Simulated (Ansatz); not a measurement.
# Geometry relaxation of In15P16 (part 3 of 3)

The same run, continued: In15P16 (defect cell, 31 atoms in the cell); DFT PBE, scalar-relativistic, plane waves, PAW, spin-polarised (Ansatz 0.2.0); cutoff 420 eV, 2×2×2 k-mesh, Gaussian smearing of 0.02 eV, collinear spins. The structure derives from a Materials Project entry. It belongs to a series of runs on one base structure; here: In vacancy (site a), charge +0, atoms relaxed at the host's cell, started again with a moment of 3 μB.

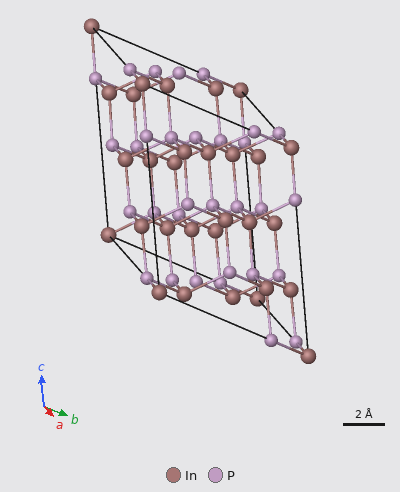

*The geometry at step 2 of the log (ball-and-stick view of the cell of the calculation, seen slightly off an axis).*

### Trajectory as extended XYZ (Å, eV, eV/Å), 3 frames, from step=1 to step=3
```
31
Lattice="-5.9598 5.9598 5.9598 5.9598 -5.9598 5.9598 5.9598 5.9598 -5.9598" Properties=species:S:1:pos:R:3:forces:R:3 step=1 energy=-96061.83493
In    5.9456    3.0129    2.9469    0.0473  -0.0414   0.0414
In    0.0000    5.9598    0.0000    0.0000   0.0000   0.0000
In   -2.9469    2.9469    5.9456   -0.0414   0.0414   0.0473
In   -0.0142    2.9469    3.0129    0.0473   0.0414  -0.0414
In    3.0129    5.9456    2.9469   -0.0414   0.0473   0.0414
In    2.9469    2.9469    5.9740    0.0414   0.0414  -0.0473
In    0.0000    0.0000    0.0000    0.0000   0.0000   0.0000
In   -3.0129    5.9740    2.9469    0.0414  -0.0473   0.0414
In    5.9740    3.0129   -2.9469   -0.0473  -0.0414  -0.0414
In    5.9598    0.0000    0.0000    0.0000   0.0000   0.0000
In    2.9469   -2.9469    5.9456    0.0414  -0.0414   0.0473
In    5.9740   -3.0129    2.9469   -0.0473   0.0414   0.0414
In    3.0129    5.9740   -2.9469   -0.0414  -0.0473  -0.0414
In    3.0129    3.0129    0.0142   -0.0414  -0.0414  -0.0473
In    2.9469   -0.0142    3.0129    0.0414   0.0473  -0.0414
P     1.4305   -1.4305    4.5293    0.0018  -0.0018  -0.0018
P     7.4561    1.4948    1.4963    0.0235  -0.0108   0.0235
P     1.4948    4.4635   -1.4963   -0.0108  -0.0235  -0.0235
P    -1.4305    1.4305    4.5293   -0.0018   0.0018  -0.0018
P     1.4963    1.4963    1.4948    0.0235   0.0235  -0.0108
P     4.5293    4.5293    1.4305   -0.0018  -0.0018   0.0018
P     4.4650    1.4963    4.4635    0.0108   0.0235  -0.0235
P    -4.4635    4.4635    4.4650    0.0235  -0.0235   0.0108
P    -1.4948    4.4635    1.4963    0.0108  -0.0235   0.0235
P     1.4948    7.4561    1.4963   -0.0108   0.0235   0.0235
P     1.4963    4.4650    4.4635    0.0235   0.0108  -0.0235
P     4.4635   -4.4635    4.4650   -0.0235   0.0235   0.0108
P     1.4305    1.4305    7.3903    0.0018   0.0018   0.0018
P     4.4635    4.4635   -4.4650   -0.0235  -0.0235  -0.0108
P     4.4635    1.4948   -1.4963   -0.0235  -0.0108  -0.0235
P     4.4635   -1.4948    1.4963   -0.0235   0.0108   0.0235
31
Lattice="-5.9598 5.9598 5.9598 5.9598 -5.9598 5.9598 5.9598 5.9598 -5.9598" Properties=species:S:1:pos:R:3:forces:R:3 step=2 energy=-96061.84171
In    5.9663    3.0062    2.9535   -0.0043   0.0181  -0.0181
In    0.0000    5.9598    0.0000    0.0000   0.0000   0.0000
In   -2.9535    2.9535    5.9663    0.0181  -0.0181  -0.0043
In    0.0065    2.9535    3.0062   -0.0043  -0.0181   0.0181
In    3.0062    5.9663    2.9535    0.0181  -0.0043  -0.0181
In    2.9535    2.9535    5.9533   -0.0181  -0.0181   0.0043
In    0.0000    0.0000    0.0000    0.0000   0.0000   0.0000
In   -3.0062    5.9533    2.9535   -0.0181   0.0043  -0.0181
In    5.9533    3.0062   -2.9535    0.0043   0.0181   0.0181
In    5.9598    0.0000    0.0000    0.0000   0.0000   0.0000
In    2.9535   -2.9535    5.9663   -0.0181   0.0181  -0.0043
In    5.9533   -3.0062    2.9535    0.0043  -0.0181  -0.0181
In    3.0062    5.9533   -2.9535    0.0181   0.0043   0.0181
In    3.0062    3.0062   -0.0065    0.0181   0.0181   0.0043
In    2.9535    0.0065    3.0062   -0.0181  -0.0043   0.0181
P     1.4464   -1.4464    4.5134    0.0053  -0.0053  -0.0053
P     7.4628    1.4816    1.5030   -0.0215   0.0279  -0.0215
P     1.4816    4.4568   -1.5030    0.0279   0.0215   0.0215
P    -1.4464    1.4464    4.5134   -0.0053   0.0053  -0.0053
P     1.5030    1.5030    1.4816   -0.0215  -0.0215   0.0279
P     4.5134    4.5134    1.4464   -0.0053  -0.0053   0.0053
P     4.4782    1.5030    4.4568   -0.0279  -0.0215   0.0215
P    -4.4568    4.4568    4.4782   -0.0215   0.0215  -0.0279
P    -1.4816    4.4568    1.5030   -0.0279   0.0215  -0.0215
P     1.4816    7.4628    1.5030    0.0279  -0.0215  -0.0215
P     1.5030    4.4782    4.4568   -0.0215  -0.0279   0.0215
P     4.4568   -4.4568    4.4782    0.0215  -0.0215  -0.0279
P     1.4464    1.4464    7.4061    0.0053   0.0053   0.0053
P     4.4568    4.4568   -4.4782    0.0215   0.0215   0.0279
P     4.4568    1.4816   -1.5030    0.0215   0.0279   0.0215
P     4.4568   -1.4816    1.5030    0.0215  -0.0279  -0.0215
31
Lattice="-5.9598 5.9598 5.9598 5.9598 -5.9598 5.9598 5.9598 5.9598 -5.9598" Properties=species:S:1:pos:R:3:forces:R:3 step=3 energy=-96061.84376
In    5.9598    3.0064    2.9534   -0.0010   0.0033  -0.0033
In    0.0000    5.9598    0.0000    0.0000   0.0000   0.0000
In   -2.9534    2.9534    5.9598    0.0033  -0.0033  -0.0010
In    0.0000    2.9534    3.0064   -0.0010  -0.0033   0.0033
In    3.0064    5.9598    2.9534    0.0033  -0.0010  -0.0033
In    2.9534    2.9534    5.9598   -0.0033  -0.0033   0.0010
In    0.0000    0.0000    0.0000    0.0000   0.0000   0.0000
In   -3.0064    5.9598    2.9534   -0.0033   0.0010  -0.0033
In    5.9598    3.0064   -2.9534    0.0010   0.0033   0.0033
In    5.9598    0.0000    0.0000    0.0000   0.0000   0.0000
In    2.9534   -2.9534    5.9598   -0.0033   0.0033  -0.0010
In    5.9598   -3.0064    2.9534    0.0010  -0.0033  -0.0033
In    3.0064    5.9598   -2.9534    0.0033   0.0010   0.0033
In    3.0064    3.0064    0.0000    0.0033   0.0033   0.0010
In    2.9534    0.0000    3.0064   -0.0033  -0.0010   0.0033
P     1.4450   -1.4450    4.5148    0.0035  -0.0035  -0.0035
P     7.4593    1.4877    1.4995   -0.0010  -0.0020  -0.0010
P     1.4877    4.4602   -1.4995   -0.0020   0.0010   0.0010
P    -1.4450    1.4450    4.5148   -0.0035   0.0035  -0.0035
P     1.4995    1.4995    1.4877   -0.0010  -0.0010  -0.0020
P     4.5148    4.5148    1.4450   -0.0035  -0.0035   0.0035
P     4.4720    1.4995    4.4602    0.0020  -0.0010   0.0010
P    -4.4602    4.4602    4.4720   -0.0010   0.0010   0.0020
P    -1.4877    4.4602    1.4995    0.0020   0.0010  -0.0010
P     1.4877    7.4593    1.4995   -0.0020  -0.0010  -0.0010
P     1.4995    4.4720    4.4602   -0.0010   0.0020   0.0010
P     4.4602   -4.4602    4.4720    0.0010  -0.0010   0.0020
P     1.4450    1.4450    7.4047    0.0035   0.0035   0.0035
P     4.4602    4.4602   -4.4720    0.0010   0.0010  -0.0020
P     4.4602    1.4877   -1.4995    0.0010  -0.0020   0.0010
P     4.4602   -1.4877    1.4995    0.0010   0.0020  -0.0010
```

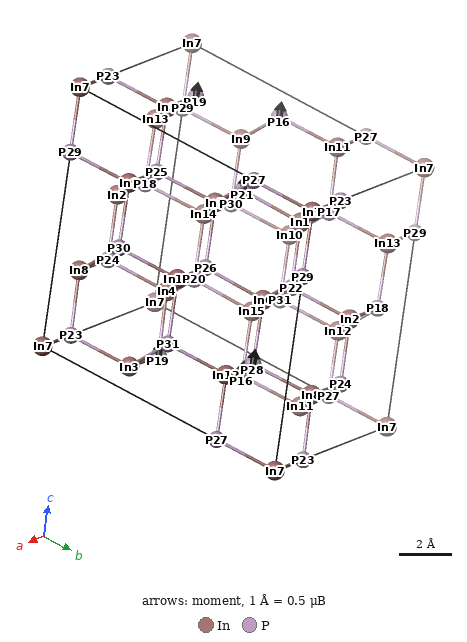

*Magnetic moments of the sites as black arrows (ball-and-stick view of the cell of the calculation, seen slightly off an axis; atoms are numbered from 1 in the order of the input); small moments hardly show. The run is collinear, so the axis drawn is arbitrary.*

Site moments: P16, P19, P21, P28 (0.32 μB). They are counted near the atoms and needn't add up to the moment of the cell.

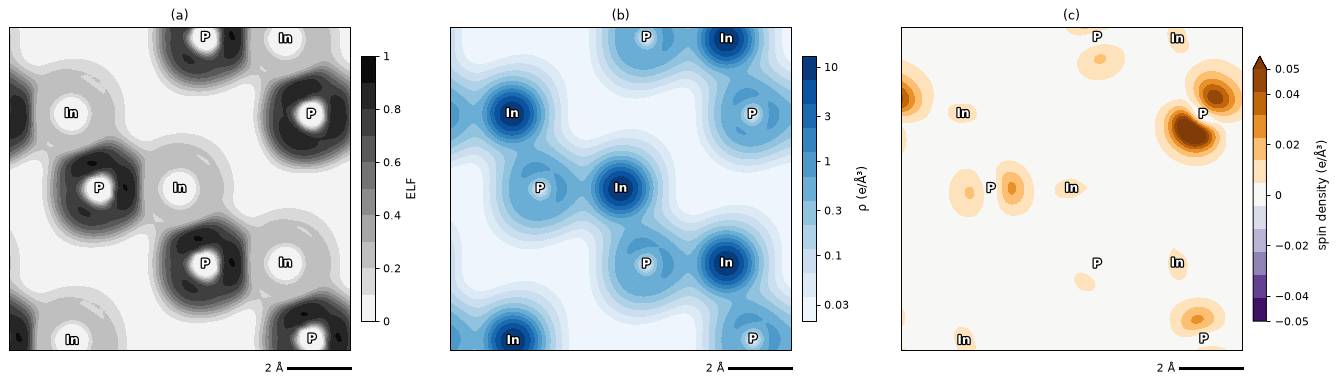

*(a) electron localisation function; (b) valence charge density (pseudo); (c) spin density on the (100) plane of the calculation cell.*

The section cuts through In and P sites. In–P (2.60 Å): ρ is about 0.41 e/Å³ halfway; the ELF is about 0.55 at the midpoint. Away from the nuclei the density in this plane falls to 0.01 e/Å³ at its lowest. The cell of the calculation (31 atoms) carries 3.0 μB net. Core electrons are frozen (PAW), so the fields are smoothed inside the atomic spheres.

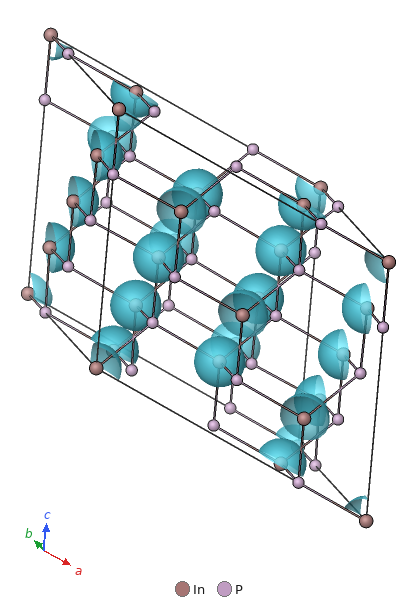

*Isosurface of the valence pseudo-density at 1 e/Å³ (cyan), seen slightly off an axis. Sticks mark near contacts. The outline is the calculation cell.*

At this value the density breaks into separate islands; it holds about 45 % of the electrons treated as valence (semicore included). It is pinched off along the In–P (2.58 Å) contacts. On the grid the lowest density along these lines, outside the cores, is 0.42 e/Å³ (In–P, 2.58 Å).

The run was set up as follows.

### The input
```yaml
crystal:
  lattice:
    - [-5.9597880289, 5.9597880289, 5.9597880289]
    - [5.9597880289, -5.9597880289, 5.9597880289]
    - [5.9597880289, 5.9597880289, -5.9597880289]
  atoms:
    - { symbol: In, position: [0.5, 0.7460435631, 0.7515781038] }
    - { symbol: In, position: [0.5, 0.0, 0.5] }
    - { symbol: In, position: [0.7460435631, 0.2515781038, 0.0] }
    - { symbol: In, position: [0.5, 0.2515781038, 0.2460435631] }
    - { symbol: In, position: [0.7460435631, 0.5, 0.7515781038] }
    - { symbol: In, position: [0.7484218962, 0.7484218962, 0.4944654593] }
    - { symbol: In, position: [0.0, 0.0, 0.0] }
    - { symbol: In, position: [0.7484218962, -0.0055345407, 0.2484218962] }
    - { symbol: In, position: [0.0055345407, 0.2539564369, 0.7539564369] }
    - { symbol: In, position: [0.0, 0.5, 0.5] }
    - { symbol: In, position: [0.2515781038, 0.7460435631, 0.0] }
    - { symbol: In, position: [-0.0055345407, 0.7484218962, 0.2484218962] }
    - { symbol: In, position: [0.2539564369, 0.0055345407, 0.7539564369] }
    - { symbol: In, position: [0.2539564369, 0.2539564369, 0.5055345407] }
    - { symbol: In, position: [0.2515781038, 0.5, 0.2460435631] }
    - { symbol: P, position: [0.2599693459, 0.5, 0.0], spin: 0.75 }
    - { symbol: P, position: [0.2509367629, 0.7510602404, 0.7509367629] }
    - { symbol: P, position: [0.2489397596, -0.0001234774, 0.4998765226] }
    - { symbol: P, position: [0.5, 0.2599693459, 0.0], spin: 0.75 }
    - { symbol: P, position: [0.2509367629, 0.2509367629, 0.2510602404] }
    - { symbol: P, position: [0.5, 0.5, 0.7599693459], spin: 0.75 }
    - { symbol: P, position: [0.5, 0.7490632371, 0.5001234774] }
    - { symbol: P, position: [0.7490632371, 0.0001234774, 0.0] }
    - { symbol: P, position: [0.5, 0.0001234774, 0.2490632371] }
    - { symbol: P, position: [0.7510602404, 0.2509367629, 0.7509367629] }
    - { symbol: P, position: [0.7490632371, 0.5, 0.5001234774] }
    - { symbol: P, position: [0.0001234774, 0.7490632371, 0.0] }
    - { symbol: P, position: [0.7400306541, 0.7400306541, 0.2400306541], spin: 0.75 }
    - { symbol: P, position: [-0.0001234774, -0.0001234774, 0.7489397596] }
    - { symbol: P, position: [-0.0001234774, 0.2489397596, 0.4998765226] }
    - { symbol: P, position: [0.0001234774, 0.5, 0.2490632371] }
  host:
    lattice:
      - [0.0, 2.9798940145, 2.9798940145]
      - [2.9798940145, 0.0, 2.9798940145]
      - [2.9798940145, 2.9798940145, 0.0]
    atoms:
      - { symbol: In, position: [0.0, 0.0, 0.0] }
      - { symbol: P, position: [0.25, 0.25, 0.25] }
basis:
  ecutwfc: 420
  xc_grid: 2
kpoints:
  mp_grid: { grid: [2, 2, 2], shift: [0.5, 0.5, 0.5] }
hamiltonian:
  xc: pbe
scf:
  occupations: { method: gaussian, width: 0.02 }
output:
  forces: true
  stress: false
  eigenvalues: true
  populations: true
  charged_corrections:
    defect_position: [0.5, 0.5, 0.0]
    epsilon: [[15.0794, 0.0, 0.0], [0.0, 15.0794, 0.0], [0.0, 0.0, 15.0794]]
  write_density: true
  write_potential: true
  elf: true
  volumetric_format: npy
magnetization:
  spin_polarized: true
relax:
  adjacent_minimum: "off"
  f_tol: 0.025
  max_steps: 45
```

Command:
```bash
ansatz run input.yaml --threads 4 --pin off --max-ram 6144MiB --backend cpu --events-out ev --progress --plain --runs-dir out
```

### Summary

| quantity | value |
| --- | --- |
| outcome | converged |
| electrons treated | 275 |
| free energy | −96061.8438 eV |
| Fermi energy | 5.629 eV |
| gap on the k-point mesh | 0.13 eV |
| net moment of the cell | 3.00 μB |
| integrated absolute moment | 3.11 μB |
| final volume | 846.74 Å³ |
| largest force (length of the vector) at the end | 0.006 eV/Å |
| hardware | 4 threads of Arm Neoverse V1, 24 GiB of memory available, shared host |
| wall time | 2.4 min (CPU time 9.5 min) |
| peak memory | 2.8 GiB |
